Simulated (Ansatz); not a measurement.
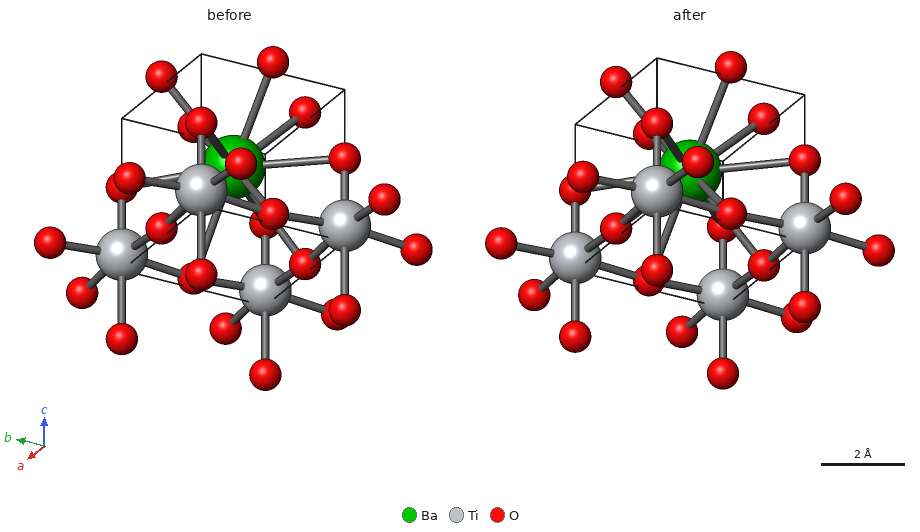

Left: solid BaTiO3 (built on the database structure type) at its r2SCAN-relaxed geometry. Right: the same structure after one change, at the same scale. A ball-and-stick model of the cell of the calculation, seen from a free direction.

Level of theory: DFT, HSE06, plane waves, PAW (Ansatz 0.2.0). Settings: plane-wave cutoff 420 eV; k-point mesh 4 × 4 × 4; occupations fixed; no spin polarisation.

> What was changed?

The cell is strained by −3.4 % along c and +3.0 % across it (volume +2.5 %). The atoms and the free axis were relaxed with r2SCAN under that strain, and this is a single point on that geometry.

> How do the computed properties respond?

Among the bonded contacts that change: O–Ti 2.292 → 2.136 Å, Ba–O 2.813 → 2.894 Å, O–Ti 1.993 → 2.048 Å, Ba–O 2.925 → 2.887 Å. The space group stays P4mm (No. 99). The energy rises by 27.5 meV per atom. Pressure: −2.1 GPa before, −7.4 GPa after. The principal stresses (compression positive) are −2.4 GPa along c and −9.9 GPa across it. The largest forces, 0.26 eV/Å, act on Ti and O; on the Ti atom it points along +c. The forces mostly point back along the displacements (cosine −0.82).
